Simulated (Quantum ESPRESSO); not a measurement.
**Be2C: 7 runs along one coordinate**

System: Be2C (Fm-3m, 3 atoms in the cell).
Method: Kohn-Sham DFT of a periodic cell, PBE, SSSP 1.3 efficiency PBE, no spin polarisation (Quantum ESPRESSO 7.5).

The 7 runs differ only in the geometry, by an even scaling of the cell at fixed fractional positions. The structure derives from an entry of the Crystallography Open Database.

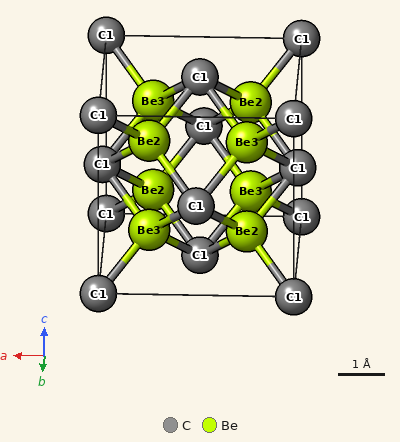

Figure 1. The structure of run 4 (ball-and-stick view of the cell 4 times as large as that of the calculation, set on its symmetry axes, seen at an oblique angle; atoms are numbered from 1 in the order of the input).

**Input of run 4**
```
&CONTROL
  calculation = 'scf'
  prefix = 'pwscf'
  outdir = './tmp'
  pseudo_dir = './pseudo'
  tprnfor = .true.
  tstress = .true.
  disk_io = 'nowf'
/
&SYSTEM
  ibrav = 0
  nat = 3
  ntyp = 2
  ecutwfc = 55
  ecutrho = 440
  nbnd = 12
  occupations = 'smearing'
  smearing = 'fd'
  degauss = 0.00367493
/
&ELECTRONS
  conv_thr = 6d-10
  electron_maxstep = 120
  mixing_beta = 0.5
/
ATOMIC_SPECIES
C     12.0110 C.pbe-n-kjpaw_psl.1.0.0.UPF
Be     9.0122 be_pbe_v1.4.uspp.F.UPF
CELL_PARAMETERS angstrom
   0.0000000000    2.1650000000    2.1650000000
   2.1650000000    0.0000000000    2.1650000000
   2.1650000000    2.1650000000    0.0000000000
ATOMIC_POSITIONS crystal
C      0.0000000000    0.0000000000    0.0000000000
Be     0.7500000000    0.7500000000    0.7500000000
Be     0.2500000000    0.2500000000    0.2500000000
K_POINTS automatic
11 11 11 0 0 0
```

Command:
```bash
OMP_NUM_THREADS=1 pw.x -in pw.in > pw.out
```

Run 3 differs from it as follows:
```diff
-   0.0000000000    2.1650000000    2.1650000000
-   2.1650000000    0.0000000000    2.1650000000
-   2.1650000000    2.1650000000    0.0000000000
+   0.0000000000    2.1504693608    2.1504693608
+   2.1504693608    0.0000000000    2.1504693608
+   2.1504693608    2.1504693608    0.0000000000
```

**Results, with one run withheld**

| run | volume per atom (Å³) | free energy per atom, from the lowest run given (meV) | pressure (GPa) | gap on the mesh (eV) |
| --- | --- | --- | --- | --- |
| 1 | 6.359 | 18.05 | 14.37 | 1.29 |
| 2 | 6.495 | 8.03 | 9.26 | 1.28 |
| 3 | 6.630 | ? | ? | ? |
| 4 | 6.765 | 0.00 | 0.33 | 1.26 |
| 5 | 6.901 | 1.31 | −3.56 | 1.25 |
| 6 | 7.036 | 5.77 | −7.12 | 1.24 |
| 7 | 7.171 | 13.10 | −10.37 | 1.23 |

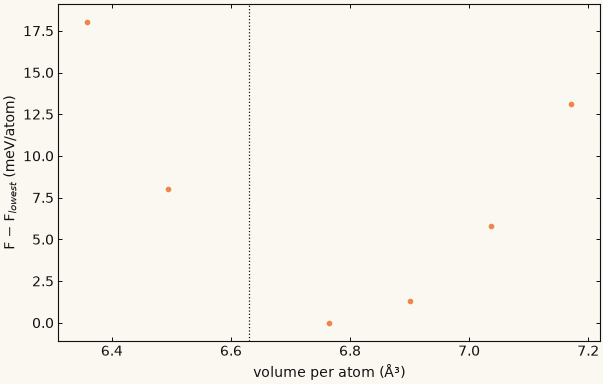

Figure 2. Free energy per atom of the runs given; the dotted line marks run 3.

Estimate the energy of run 3 from the others.

A cubic polynomial in V^(−2/3) (the Birch–Murnaghan form), fitted to the 6 runs given, misses them by at most 0.01 meV per atom. With x = V^(−2/3) − 0.27922 Å⁻², it reads F = −0.014192 + 16.691 x + 1.2346e+05 x² − 1.6091e+05 x³ (meV per atom). At run 3 it gives 2.15 meV per atom, and the run itself gives 2.13. The slope of the fit gives a pressure −dF/dV of 4.69 GPa there, and the run prints 4.59 GPa. The two needn't agree exactly: the fit is approximate, and the printed stress is taken on a finite basis. The fit has its minimum at 6.780 Å³ per atom, where V d²F/dV² gives 202 GPa: the bulk modulus at this level, since symmetry fixes the shape and the positions. The gap on the mesh goes, without turning, from 1.29 eV in run 1 to 1.23 eV in run 7; run 3 has 1.27 eV. These are gaps of this functional on this mesh, which can miss the band edges; they aren't the measured gap.

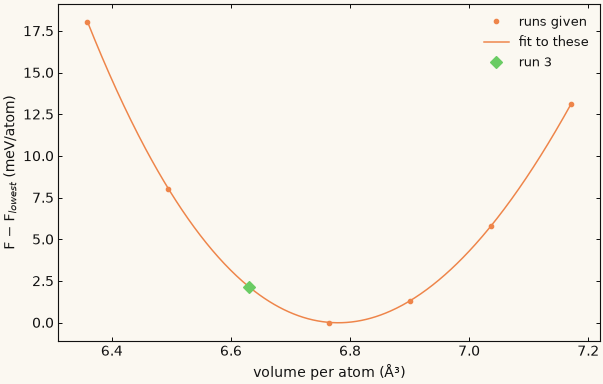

Figure 3. The fit and the withheld run.

**Some lines of the output (run 3)**
```
[...]
     unit-cell volume          =     134.2228 (a.u.)^3
     number of k points=    56  Fermi-Dirac smearing, width (Ry)=  0.0037
     total energy              =     -74.92589154 Ry
     total energy              =     -74.98568159 Ry
     total energy              =     -74.98756022 Ry
     total energy              =     -74.98760905 Ry
     total energy              =     -74.98762404 Ry
     total energy              =     -74.98762433 Ry
     total energy              =     -74.98762434 Ry
     the Fermi energy is    10.9194 ev
!    total energy              =     -74.98762434 Ry
     The total energy is F=E-TS. E is the sum of the following terms:
     Computing stress (Cartesian axis) and pressure
          total   stress  (Ry/bohr**3)                   (kbar)     P=       45.93
```
